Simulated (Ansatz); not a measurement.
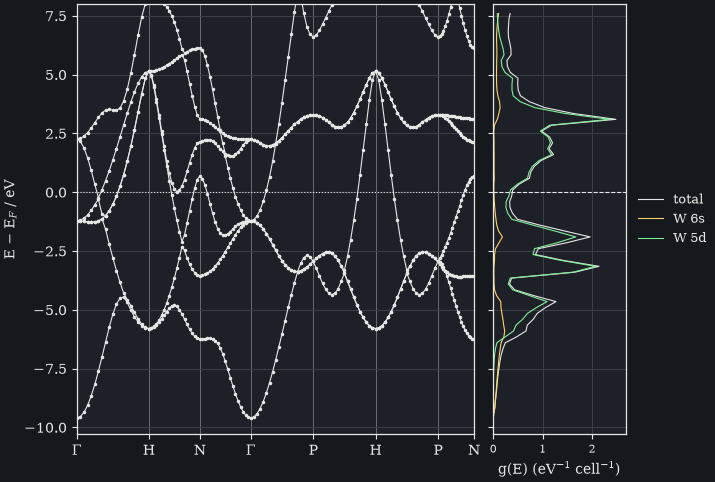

Write a caption that states what the plot shows.

Band structure and density of states of W, space group Im-3m, 1 atom in the cell. Method: DFT with PBE, PAW plane waves, no spin polarisation, 11×11×11 k mesh, Gaussian smearing of 0.025 eV (Ansatz). Energies are counted from the Fermi level. The path runs straight from each named point to the next. The partial curves are projected on Löwdin-orthogonalised atomic shells.

A metal: 3 bands cross the Fermi level along this path. Bands cross the Fermi level on every line of the path. At P the nearest levels lie 2.94 eV below and 3.30 eV above the Fermi level. The density of states at the Fermi level is about 0.38 per eV and cell (mean within 0.25 eV).

The structure was built from a prototype or by substitution, so it need not be a known phase. Spin-orbit coupling is left out, which matters for W.
